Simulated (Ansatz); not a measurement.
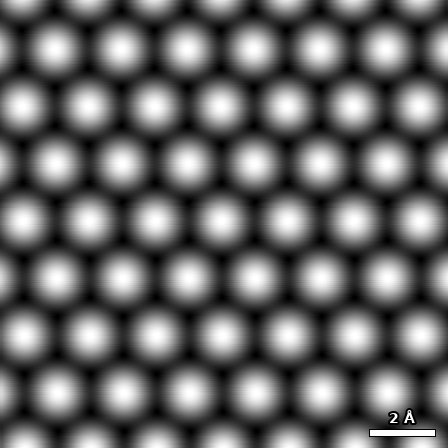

HAADF-like image of ZrO2 (Fm-3m, No. 225). The image is simulated as a sum over atoms of Z^1.7, blurred by a 1.11 Å probe (no channelling). The probe carries 25 % of its weight in a tail 2.5 times as wide. The display is stretched by a gamma of 0.65; percentages refer to the linear signal. A slight drift was added. Model: the end point of a relaxation with DFT PBEsol, scalar-relativistic, plane waves, PAW (Ansatz).

```
CELL_PARAMETERS angstrom
5.06404 0.00000 0.00000
0.00000 5.06404 0.00000
0.00000 0.00000 5.06404
ATOMIC_POSITIONS crystal
Zr 0.00000 0.00000 0.00000
O 0.25000 0.75000 0.75000
O 0.25000 0.25000 0.75000
Zr 0.00000 0.50000 0.50000
O 0.25000 0.25000 0.25000
O 0.25000 0.75000 0.25000
Zr 0.50000 0.00000 0.50000
O 0.75000 0.75000 0.25000
O 0.75000 0.25000 0.25000
Zr 0.50000 0.50000 0.00000
O 0.75000 0.25000 0.75000
O 0.75000 0.75000 0.75000
```

Along which zone axis is the crystal seen: [111], [211], [221] or [001]? (Directions equivalent by symmetry count as one.)

[111]. The projected cells are 2.07 × 2.07 Å, 120° for [111]; 1.79 × 2.92 Å, 90° for [211]; 1.19 × 1.89 Å, 108° for [221]; 2.53 × 2.53 Å, 90° for [001], and the image repeats as the [111] one does.
